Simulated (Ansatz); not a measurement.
A series of calculations on WS2

**1. Relaxation**

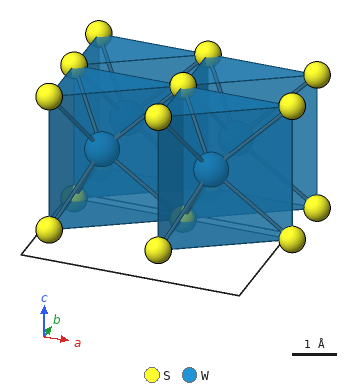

A slab of composition WS2, before the relaxation. Style: polyhedral. Shown: the 2 × 2 repeat of the cell, outlined in the plane, without the vacuum, slightly off an axis.

Case: biaxial strain +0.040, atoms relaxed.

Computed with DFT PBE+D3(BJ), scalar-relativistic, plane waves, PAW in Ansatz.

The input:
```yaml
crystal:
  lattice:
    - [3.2861293629, 0.0, 0.0]
    - [-1.6430646815, 2.8458715084, 0.0]
    - [0.0, 0.0, 32.290533255]
  atoms:
    - { symbol: S, position: [0.3333333333, 0.6666666667, 0.4512023243] }
    - { symbol: W, position: [0.6666666667, 0.3333333333, 0.5000058761] }
    - { symbol: S, position: [0.3333333333, 0.6666666667, 0.5488105803] }
  periodic: [true, true, false]
basis:
  ecutwfc: 420
kpoints:
  mp_grid: { grid: [12, 12, 1] }
  band_path:
    path:
      - [0, 0, 0]
      - [0.5, 0, 0]
      - [0.3333333333333, 0.3333333333333, 0]
      - [0, 0, 0]
    npoints: 8
hamiltonian:
  xc: pbe
  dispersion: d3bj
scf:
  occupations: { method: gaussian, width: 0.02 }
output:
  forces: true
  stress: true
  eigenvalues: true
  write_density: true
  write_potential: true
  elf: true
  volumetric_format: npy
relax:
  adjacent_minimum: "off"
  f_tol: 0.01
  max_steps: 40
```

Command:
```bash
ansatz run input.yaml --threads 1 --pin off --max-ram 2560MiB --backend cpu --events-out ev --progress --plain --runs-dir out
```

**Predict the outcome.**

Over 3 accepted moves (4 points after the start) the energy falls by 33.8 meV per cell of the calculation. The largest force component goes from 0.78 to 0.00021 eV/Å. 1 step only repeated the SCF at the same geometry. The largest moves relative to the layer's centre, 0.043 Å, are those of S1 and S3. S3 goes along the normal (−c). W stays in place. The cell doesn't change. Some distances before and after: S1–W2 2.466 → 2.439 Å. The run took 51 s on 1 thread of Arm Neoverse V2 (shared host), peak memory 0.46 GiB.

**2. Relaxation**

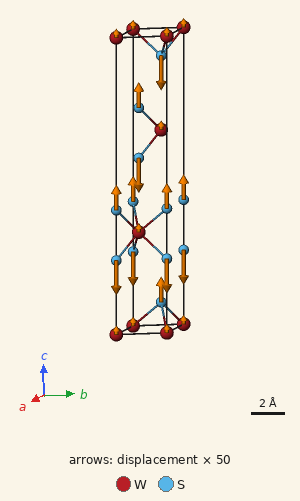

A relaxation of a crystal of WS2 (set up in R3m) (coarse preliminary run). The starting structure is drawn; orange arrows show the displacements (the part carried along by the change of the cell is left out), 50 times their true length.

Style: ball-and-stick. Shown: the conventional cell (3 times the calculation's cell), slightly off an axis. Lengths and directions refer to the drawn axes.

The calculation used Ansatz 0.2.0, DFT PBE+D3(BJ), scalar-relativistic, plane waves, PAW. Settings: plane-wave cutoff 420 eV; k-point mesh 6 × 6 × 6; occupations gaussian; smearing width 0.1 eV; no spin polarisation; cell and atoms relaxed; force threshold 0.05 eV/Å; at most 80 steps.

Which element moves most?

Sulfur: up to 0.044 Å, against 0.012 Å for tungsten.

What happened in the run?

The largest move relative to the cell is that of an S atom, 0.044 Å along −c. Largest moves by element: S 0.044 Å, W 0.012 Å. The drawn cell changes as follows: a = b 3.158 → 3.157 Å (0.0 %), c 18.490 → 18.156 Å (−1.8 %); the volume changes by −1.9 %. Near-neighbour distances that change, for instance: S–W 2.391 → 2.408 Å, S–W 2.415 → 2.409 Å. The space group stays R3m (No. 160). Over 2 accepted moves (3 points after the start) the energy falls by 3.8 meV per atom. The largest force component goes from 0.61 to 0.039 eV/Å. Pressure: 0.55 GPa at the start and −0.19 GPa at the end. The SCF was repeated once at an unchanged geometry on a basis and grid sized afresh for the cell, which shifted the energy by 0.1 meV per atom at most. Cost: 11 s on 1 thread of Arm Neoverse V2, with other jobs on the host, peak memory 0.34 GiB.

**3. A change**

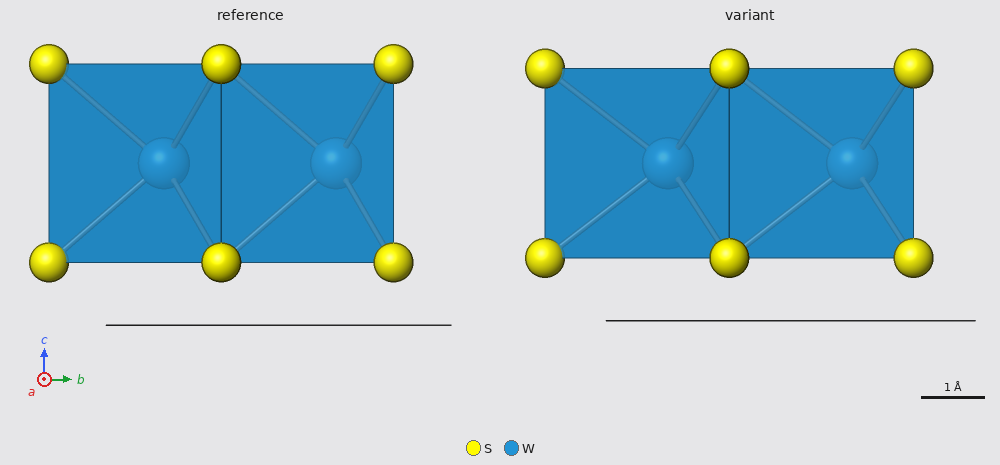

Left: a slab of composition WS$_{2}$ (cut from the R3m phase). Right: the same structure after one change, at the same scale. Style: polyhedral. Shown: the 3 × 2 repeat of the cell, outlined in the plane, without the vacuum, along the a axis.

Method: Ansatz 0.2.0, DFT PBE+D3(BJ), scalar-relativistic, plane waves, PAW. Settings: plane-wave cutoff 420 eV; k-point mesh 12 × 12 × 1; occupations gaussian; smearing width 0.02 eV; no spin polarisation.

### What was changed?

The sheet is strained in its plane (biaxially) by +7.0 %. The atoms are relaxed.

### And its effect?

The energy rises by 141 meV per atom. In the plane the drawn cell goes a 9.479 → 10.143 Å (+7.0 %), b 6.319 → 6.762 Å (+7.0 %). The largest moves relative to the cell and the layer's centre, 0.071 Å, are those of S atoms. W stays in place. Some distances before and after: S–W 2.411 → 2.465 Å. The space group stays P-6m2 (No. 187).
